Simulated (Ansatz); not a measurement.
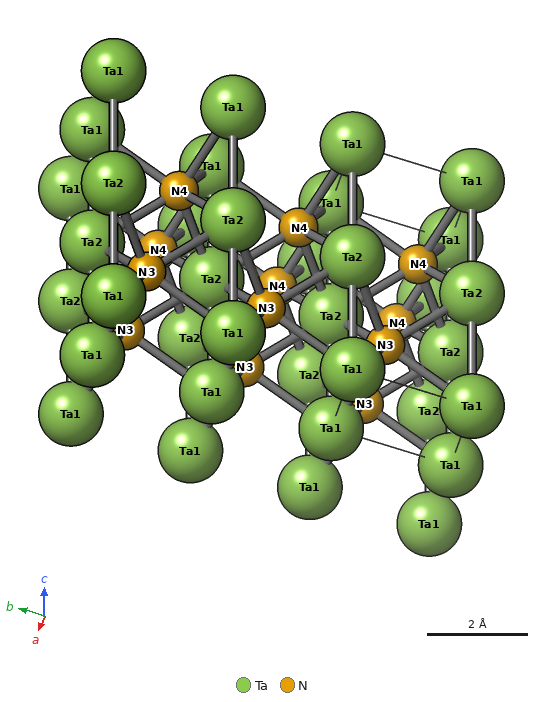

The structure (ball-and-stick view of the cell of the calculation, repeated 2 × 3 × 1, seen at an oblique angle; atoms are numbered from 1 in the order of the input). Near neighbours in the crystal (not all of them lie inside the picture): Ta has 6 N at 2.15 Å and 2 Ta at 2.46 Å; N has 6 Ta at 2.15 Å.

**Single-point calculation, with input and output: TaN (part 1 of 3)**

TaN (4 atoms in the cell), computed with DFT PBEsol+U, scalar-relativistic, plane waves, PAW, Ueff = 4 eV on Ta atom 1 d; Ueff = 4 eV on Ta atom 2 d, spin-polarised (Ansatz 0.2.0).

The structure derives from an entry of the Crystallography Open Database. It belongs to a series of runs on one base structure; here: natural orbitals of the symmetric run, filled by rank. Figures and captions count atoms from 1; the log counts them from 0 in places.

**Log**
```
Warning: crystal.symmetry: narrowed to the stabiliser of the occupation matrices — unitary ops 24 → 8; lowered by the specified shells (site 0, l: d), (site 1, l: d); largest admitted image defect 2.2e-16, smallest excluded 4.2e-1 — at a splitting's scale: the group the occupation matrices' own texture admits
Ta: projections on atomic orbitals take those of the free atom [Kr 4d10 4f14] 5s2 5p6 5d3 6s2, of charge +0.00 (hamiltonian.pseudopotentials.projection_atoms); the dataset's partial waves leave at most 6.0e-5 of an orbital's norm unspanned inside its sphere
N: projections on atomic orbitals take those of the free atom [He] 2s2 2p3, of charge +0.00 (hamiltonian.pseudopotentials.projection_atoms); the dataset's partial waves leave at most 9.3e-9 of an orbital's norm unspanned inside its sphere
Engine: ansatz 0.2.0, aarch64-unknown-linux-gnu
Pseudopotentials: kind: paw
Pseudopotential: Ta, paw, valence charge 13, recommended cutoff 420 eV (normal), Ta.paw.azcp
Pseudopotential: N, paw, valence charge 5, recommended cutoff 420 eV (normal), N.paw.azcp
Functional definition: PBEsol
  exchange = pbesol_x
  correlation = pbesol_c
Crystal: 4 atoms, lattice volume = 39.569 Å³
Basis set: ecut = 420 eV, 785 PW (Γ), exchange–correlation on 48×48×72 points (8 copies of the dense FFT grid, shifted against one another)
Bands: 24, of which v1, the nominal top of the filled ones, is band 18 counted from 1 (17 counted from 0)
Symmetry: 8 space group operations
k-points: 48 of 196
Non-local potential: Ta, projectors of the file, l = 0: 3, l = 1: 2, l = 2: 2, l = 3: 1
Non-local potential: N, projectors of the file, l = 0: 2, l = 1: 2, l = 2: 1
PAW form: soft (Blöchl's): semilocal exchange-correlation on the pseudo side does not see the compensation charge
PAW frozen core: Ta, regenerated for the run's functional, and the local potential with it (the file was generated under x = pbe(κ = 0.804, μ = 0.2195149727645171), c = pbe(β = 0.06672455060314922))
PAW frozen core: N, regenerated for the run's functional, and the local potential with it (the file was generated under x = pbe(κ = 0.804, μ = 0.2195149727645171), c = pbe(β = 0.06672455060314922))
PAW one-centre angular grid: Ta, 590 points (default); XC on 64 Gauss nodes
PAW one-centre angular grid: N, 110 points (default); XC on 64 Gauss nodes
Initial density: superposition of atomic densities (chi_scale 0.1, normalization cell, long waves kept (reshape's long-wave potential 0.00 eV rms))
Starting moments: Σ|m| = 4 μB on 2 of 4 sites
Initial wavefunctions: pseudopotential atomic-orbital guess
Functional: x = pbesol(κ = 0.804, μ = 0.12345679012345678), c = pbesol(β = 0.046)
```
